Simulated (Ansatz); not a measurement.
## Mg8HO8 (charge +1): geometry relaxation (part 3 of 3)

The same run, continued: Mg8HO8 (defect cell, 17 atoms in the cell, total charge +1); DFT PBE, scalar-relativistic, plane waves, PAW, PAW set soft_1, no spin polarisation (Ansatz 0.2.0); cutoff 420 eV, 3×3×3 k-mesh, Gaussian smearing of 0.02 eV. The structure derives from an entry of the Crystallography Open Database. It belongs to a series of runs on one base structure; here: end point A relaxed.

Geometry of the input (Å; fractional positions):
```
0.0000  3.8970  3.8970
3.8970  0.0000  3.8970
3.8970  3.8970  0.0000
Mg 0.0000  0.0000  0.0000
O  0.2500  0.2500  0.2500
Mg 0.0000  0.0000  0.5000
O  0.2500  0.2500  0.7500
Mg 0.0000  0.5000  0.0000
O  0.2500  0.7500  0.2500
Mg 0.0000  0.5000  0.5000
O  0.2500  0.7500  0.7500
Mg 0.5000  0.0000  0.0000
O  0.7500  0.2500  0.2500
Mg 0.5000  0.0000  0.5000
O  0.7500  0.2500  0.7500
Mg 0.5000  0.5000  0.0000
O  0.7500  0.7500  0.2500
Mg 0.5000  0.5000  0.5000
O  0.7500  0.7500  0.7500
H  0.6253  0.6394  0.1169
```

Trajectory as extended XYZ, continued:
```
17
Lattice="0.0000 3.8970 3.8970 3.8970 0.0000 3.8970 3.8970 3.8970 0.0000" Properties=species:S:1:pos:R:3:forces:R:3 step=5 energy=-19973.09312
Mg   -0.0153   -0.0116   -0.0064   -0.0040   0.0053   0.0146
O     1.9776    1.9713    1.9292    0.0025   0.0020  -0.0075
Mg    1.9625    1.9662   -0.0060   -0.0017   0.0072  -0.0107
O     3.8800    3.8738    1.9340   -0.0006   0.0000  -0.0082
Mg    1.8716    0.0877    1.9814   -0.0867   0.0729  -0.0314
O     3.8936    1.9524    3.9066    0.0960  -0.0998  -0.1536
Mg    3.9004    1.9466    1.9322    0.0123   0.0154   0.0107
O     5.8370    3.9062    3.8915    0.0009  -0.0005  -0.0054
Mg    0.1009    1.8589    2.0004    0.0569  -0.0723  -0.0770
O     1.9409    3.9058    3.8878   -0.0228   0.0153  -0.0609
Mg    1.9499    3.8972    1.9250    0.0169   0.0106  -0.0003
O     3.9041    5.8392    3.9000   -0.0014   0.0014  -0.0056
Mg    1.9309    1.9365    3.8365    0.0901   0.0690   0.0450
O     3.8369    3.8307    5.7974   -0.1768  -0.1867  -0.1556
Mg    3.9052    3.9105    3.8514   -0.0450  -0.0630  -0.0047
O     5.9198    5.9133    5.7883    0.4708   0.4500  -0.3667
H     2.9150    2.8717    5.1432   -0.4073  -0.2268   0.8172
17
Lattice="0.0000 3.8970 3.8970 3.8970 0.0000 3.8970 3.8970 3.8970 0.0000" Properties=species:S:1:pos:R:3:forces:R:3 step=6 energy=-19973.35655
Mg   -0.0174   -0.0136   -0.0173   -0.1007  -0.0894  -0.1137
O     1.9903    1.9830    1.9196    0.0305   0.0284  -0.0107
Mg    1.9672    1.9711   -0.0175    0.0905   0.1035  -0.0421
O     3.8732    3.8659    1.9278   -0.0055  -0.0056  -0.0020
Mg    1.8501    0.1178    1.9723    0.0416   0.0808  -0.1112
O     3.9177    1.9297    3.8795   -0.0026   0.0276  -0.1378
Mg    3.9075    1.9423    1.9241    0.0480  -0.1101  -0.0838
O     5.8300    3.9148    3.8851   -0.0375   0.0412  -0.0494
Mg    0.1330    1.8357    1.9916   -0.0383   0.1482  -0.2378
O     1.9194    3.9291    3.8615    0.1653  -0.1482   0.0090
Mg    1.9465    3.9036    1.9158   -0.1061   0.0432  -0.0994
O     3.9135    5.8313    3.8940    0.0449  -0.0404  -0.0549
Mg    1.9563    1.9600    3.8283    0.0091  -0.0176   0.0327
O     3.8113    3.8049    5.7802    0.0914   0.0716   0.1454
Mg    3.8800    3.8832    3.8537    0.0922   0.0736   0.0161
O     5.9562    5.9493    5.7609    0.3757   0.3426  -0.0650
H     2.8763    2.8481    5.3329   -0.6980  -0.5491   0.8037
17
Lattice="0.0000 3.8970 3.8970 3.8970 0.0000 3.8970 3.8970 3.8970 0.0000" Properties=species:S:1:pos:R:3:forces:R:3 step=7 energy=-19973.49676
Mg   -0.0174   -0.0160   -0.0287   -0.0090  -0.0472  -0.2617
O     2.0008    1.9949    1.9106    0.0270   0.0336  -0.0371
Mg    1.9776    1.9790   -0.0257    0.0465   0.0124   0.1131
O     3.8713    3.8654    1.9215    0.0059   0.0110  -0.0584
Mg    1.8402    0.1415    1.9621    0.3932   0.2696  -0.2928
O     3.9337    1.9219    3.8524   -0.0573   0.1043   0.1147
Mg    3.9163    1.9392    1.9115   -0.1106  -0.2238  -0.0554
O     5.8275    3.9245    3.8764   -0.0051   0.0453  -0.0014
Mg    0.1513    1.8306    1.9735    0.1361   0.5077  -0.3857
O     1.9203    3.9361    3.8448    0.1520  -0.1120   0.1508
Mg    1.9440    3.9117    1.9053   -0.2318  -0.1061  -0.0114
O     3.9249    5.8273    3.8825    0.0593  -0.0184  -0.0188
Mg    1.9742    1.9734    3.8239   -0.0272  -0.0219  -0.2476
O     3.8038    3.7991    5.7828    0.6265   0.6103   0.3125
Mg    3.8742    3.8729    3.8577    0.0457   0.0561   0.1746
O     5.9852    5.9799    5.7540   -1.3295  -1.3359   0.6546
H     2.7833    2.7749    5.4879    0.2788   0.2153  -0.1504
17
Lattice="0.0000 3.8970 3.8970 3.8970 0.0000 3.8970 3.8970 3.8970 0.0000" Properties=species:S:1:pos:R:3:forces:R:3 step=8 energy=-19973.69940
Mg    0.0037    0.0008   -0.0306   -0.0385  -0.0437   0.0459
O     2.0044    2.0010    1.9059   -0.1039  -0.0992   0.0282
Mg    1.9814    1.9786   -0.0127    0.0085   0.0055  -0.0663
O     3.8980    3.8943    1.9238    0.0167   0.0183  -0.0198
Mg    1.8937    0.1412    1.9488    0.0215   0.3139   0.0772
O     3.9254    1.9464    3.8702   -0.1329   0.0934   0.1811
Mg    3.8984    1.9561    1.9149    0.1307   0.0528  -0.0466
O     5.8475    3.9228    3.8685    0.0527  -0.0634  -0.0431
Mg    0.1440    1.8901    1.9515    0.3095   0.0325   0.0478
O     1.9497    3.9227    3.8686    0.0919  -0.1389   0.1886
Mg    1.9599    3.8944    1.9133    0.0466   0.1383  -0.0342
O     3.9259    5.8445    3.8699   -0.0608   0.0493  -0.0431
Mg    1.9637    1.9604    3.8076   -0.0646  -0.0613  -0.2238
O     3.8733    3.8700    5.8116   -0.1805  -0.1825  -0.0087
Mg    3.8999    3.8966    3.8740    0.0029   0.0037  -0.0649
O     5.8969    5.8932    5.7797   -0.1831  -0.1772   0.4749
H     2.6453    2.6433    5.4277    0.0836   0.0588  -0.4930
17
Lattice="0.0000 3.8970 3.8970 3.8970 0.0000 3.8970 3.8970 3.8970 0.0000" Properties=species:S:1:pos:R:3:forces:R:3 step=9 energy=-19973.77980
Mg    0.0112    0.0080   -0.0108   -0.0039  -0.0004   0.0252
O     2.0034    2.0002    1.9016    0.0067   0.0065  -0.0096
Mg    1.9777    1.9745   -0.0070   -0.0168  -0.0141  -0.0315
O     3.9155    3.9124    1.9392   -0.0015  -0.0005   0.0028
Mg    1.9303    0.1358    1.9645    0.0015  -0.0672   0.0287
O     3.9033    1.9596    3.8969    0.0037  -0.0019  -0.0180
Mg    3.9063    1.9716    1.9242    0.0223   0.0129  -0.0015
O     5.8561    3.9139    3.8784   -0.0002   0.0114   0.0122
Mg    0.1391    1.9272    1.9647   -0.0583  -0.0046   0.0318
O     1.9626    3.9003    3.8966   -0.0006   0.0027  -0.0153
Mg    1.9747    3.9031    1.9243    0.0140   0.0225  -0.0053
O     3.9171    5.8529    3.8784    0.0099   0.0007   0.0121
Mg    1.9377    1.9346    3.7738   -0.0120  -0.0130  -0.0097
O     3.8976    3.8945    5.8332   -0.0103  -0.0103  -0.0230
Mg    3.9090    3.9060    3.8869   -0.0112  -0.0130   0.0050
O     5.8904    5.8872    5.7956    0.1690   0.1690   0.0050
H     2.5792    2.5744    5.2519   -0.1120  -0.1005  -0.0085
17
Lattice="0.0000 3.8970 3.8970 3.8970 0.0000 3.8970 3.8970 3.8970 0.0000" Properties=species:S:1:pos:R:3:forces:R:3 step=10 energy=-19973.78247
Mg    0.0118    0.0086   -0.0073    0.0015   0.0017   0.0007
O     2.0025    1.9992    1.8995    0.0013   0.0012  -0.0024
Mg    1.9765    1.9733   -0.0063   -0.0029  -0.0027  -0.0028
O     3.9172    3.9140    1.9420   -0.0002  -0.0004   0.0004
Mg    1.9341    0.1316    1.9676   -0.0013  -0.0077  -0.0016
O     3.9014    1.9601    3.8974   -0.0003   0.0010   0.0005
Mg    3.9081    1.9732    1.9252    0.0034  -0.0021   0.0025
O     5.8566    3.9140    3.8814   -0.0002   0.0000   0.0014
Mg    0.1349    1.9309    1.9677   -0.0071  -0.0016  -0.0012
O     1.9632    3.8982    3.8973    0.0014  -0.0005   0.0008
Mg    1.9765    3.9049    1.9252   -0.0022   0.0035   0.0023
O     3.9172    5.8534    3.8815    0.0002  -0.0005   0.0014
Mg    1.9342    1.9310    3.7673    0.0016   0.0015   0.0063
O     3.9012    3.8980    5.8353    0.0013   0.0014  -0.0007
Mg    3.9088    3.9056    3.8898    0.0024   0.0023  -0.0030
O     5.8970    5.8937    5.7988   -0.0045  -0.0047   0.0057
H     2.5702    2.5665    5.2299    0.0051   0.0071  -0.0105
17
Lattice="0.0000 3.8970 3.8970 3.8970 0.0000 3.8970 3.8970 3.8970 0.0000" Properties=species:S:1:pos:R:3:forces:R:3 step=11 energy=-19973.78247
Mg    0.0118    0.0086   -0.0073    0.0015   0.0017   0.0009
O     2.0025    1.9992    1.8995    0.0014   0.0013  -0.0023
Mg    1.9765    1.9733   -0.0063   -0.0031  -0.0028  -0.0031
O     3.9172    3.9140    1.9420   -0.0003  -0.0005   0.0005
Mg    1.9341    0.1316    1.9676   -0.0012  -0.0078  -0.0016
O     3.9014    1.9601    3.8974   -0.0002   0.0010   0.0004
Mg    3.9081    1.9732    1.9252    0.0031  -0.0016   0.0028
O     5.8566    3.9140    3.8814   -0.0002   0.0001   0.0015
Mg    0.1349    1.9309    1.9677   -0.0072  -0.0015  -0.0012
O     1.9632    3.8982    3.8973    0.0014  -0.0004   0.0007
Mg    1.9765    3.9049    1.9252   -0.0017   0.0032   0.0026
O     3.9172    5.8534    3.8815    0.0004  -0.0005   0.0014
Mg    1.9342    1.9310    3.7673    0.0017   0.0016   0.0063
O     3.9012    3.8980    5.8353    0.0012   0.0013  -0.0007
Mg    3.9088    3.9056    3.8898    0.0022   0.0021  -0.0031
O     5.8970    5.8937    5.7988   -0.0043  -0.0045   0.0053
H     2.5702    2.5665    5.2299    0.0052   0.0071  -0.0103
```

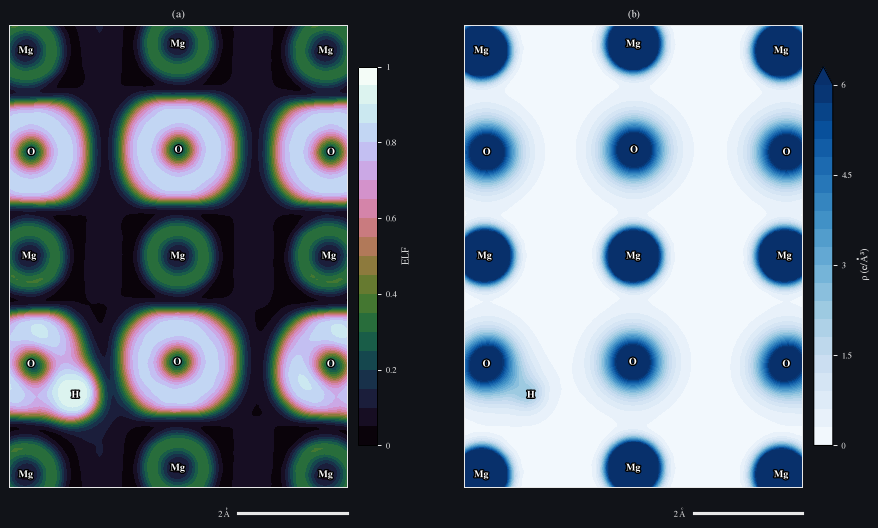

(a) electron localisation function; (b) valence electron density on the (11̄0) plane of the calculation cell. Atoms in the plane: Mg, O and H. O–H (0.99 Å): ρ is about 3.5 e/Å³ halfway, with its minimum of 2.3 e/Å³ about 0.8 Å from O; the ELF climbs to about 0.95 towards the hydrogen, as it does in any bond to H; a covalent bond by its length. Mg–O (1.87 Å): ρ at the midpoint is about 0.56 e/Å³; the ELF is about 0.35 at the midpoint. Mg–O (1.91 Å): ρ is about 0.51 e/Å³ halfway; the ELF is about 0.35 at the midpoint. Mg–O (1.95 Å): ρ is about 0.46 e/Å³ halfway; the ELF is about 0.35 at the midpoint. Mg–O (2.03 Å): ρ at the midpoint is about 0.38 e/Å³; the ELF is about 0.25 at the midpoint. Away from the nuclei the density in this plane falls to 0.08 e/Å³ at its lowest. The fields are those of the smooth PAW valence density.

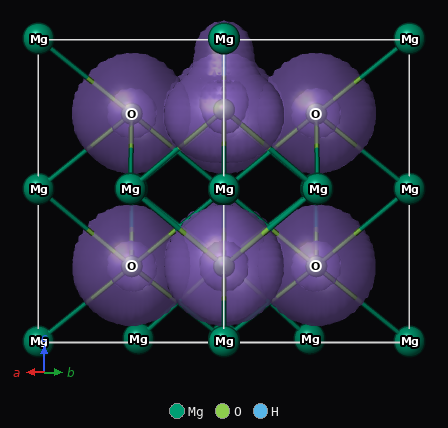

Isosurface of the electron localisation function at 0.7 (purple), seen along [110]. Core shells and regions of very low density are left out. Sticks mark near contacts. The outline is the calculation cell. Along the contacts the grid gives the following. O–H (0.99 Å): the ELF climbs to about 0.95 towards the hydrogen (a covalent bond by its length). Mg–O (1.87 Å): the ELF is about 0.35 at the midpoint.

Results in brief:

```json
{"quantity": "outcome", "value": "converged"}
{"quantity": "electrons treated", "value": "128"}
{"quantity": "free energy", "value": "−19973.7825 eV"}
{"quantity": "Fermi energy", "value": "14.384 eV"}
{"quantity": "gap on the k-point mesh", "value": "5.83 eV"}
{"quantity": "final volume", "value": "118.36 Å³"}
{"quantity": "largest force (length of the vector) at the end", "value": "0.014 eV/Å"}
{"quantity": "hardware", "value": "2 threads of Arm Neoverse V2, 24 GiB of memory available, shared host"}
{"quantity": "wall time", "value": "67 s (CPU time 2.2 min)"}
{"quantity": "peak memory", "value": "0.48 GiB"}
```

Remarks:

The cell is charged and computed with a neutralising background, so its energy and pressure depend on the cell and aren't those of a real crystal.
